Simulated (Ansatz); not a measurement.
System: P.

Space group R-3m; not relaxed (largest force 0.3 eV/Å). The cell comes from a database of computed structures, not from a measurement.

Input

```
crystal:
  lattice:
    - [-1.725725178, 2.9890436882, 0.0]
    - [-3.451450356, 0.0, 0.0]
    - [-1.725725178, 0.9963478961, 3.1296800121]
  atoms:
    - { symbol: P, position: [0.77291975, 0.77291975, 0.68124075] }
    - { symbol: P, position: [0.22708025, 0.22708025, 0.31875925] }
basis:
  ecutwfc: 500
  fft_grid_basis: typed
kpoints:
  mp_grid: { grid: [12, 12, 12] }
hamiltonian:
  xc: pbesol
  pseudopotentials: { kind: paw }
scf:
  occupations: { method: gaussian, width: 0.05 }
output:
  forces: true
  stress: true
  eigenvalues: true
  bader: true
  write_density: true
  volumetric_format: npy
  elf: true
```

Launched as:

```sh
ansatz run input.yaml --threads 1 --pin off --max-ram 2560MiB --backend cpu --events-out ev --progress --plain --runs-dir out
```

The picture shows the conventional cell (a = 3.45 Å, b = 3.45 Å, c = 9.39 Å, α = 90.00°, β = 90.00°, γ = 120.00°).

Theory: DFT PBEsol, scalar-relativistic, plane waves, PAW (Ansatz).

What will a map of ρ − Σ ρ(atoms) show?

Answer. P–P (2.29 Å): Δρ is +0.17 e/Å³ at the midpoint, where it peaks: a build-up of bond charge.
Over the whole cell, outside the masked cores, the largest gain, 0.17 e/Å³, lies 1.1 Å from a phosphorus nucleus, and the largest loss, 0.08 e/Å³, lies 0.9 Å from a phosphorus nucleus.
The rearranged charge, half the integral of |Δρ|, is about 0.19 e an atom.

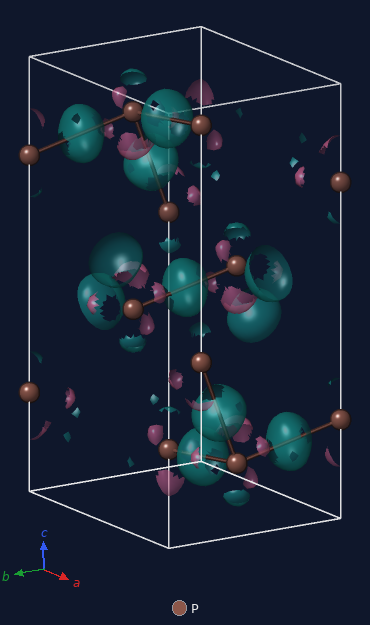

Computed deformation density: teal surfaces at +0.06 and pink ones at −0.06 e/Å³, in the conventional cell seen at an oblique angle (the regions close to the nuclei are left out).

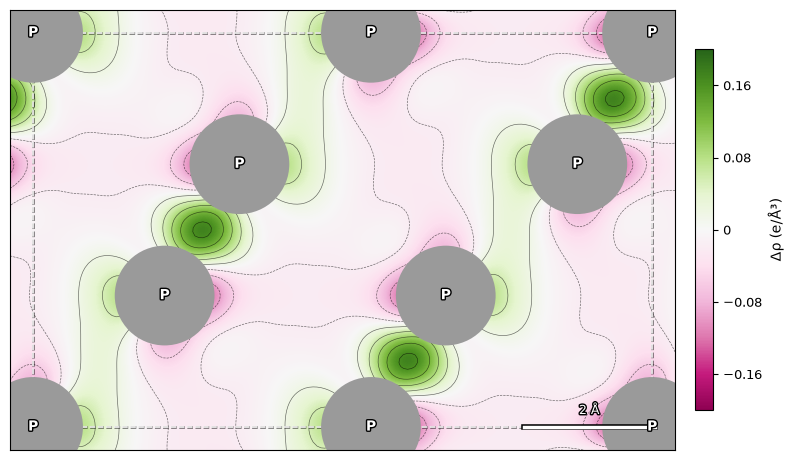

Computed deformation density: a map on the (110) plane of the conventional cell, with grey discs over the atomic cores.

Cores are masked to 0.8 Å (P).

In a PAW calculation such maps are meaningful between the atoms, not at the nuclei.

The run took 37 s on 1 thread of Arm Neoverse N1, with other jobs on the host, peak memory 0.34 GiB.
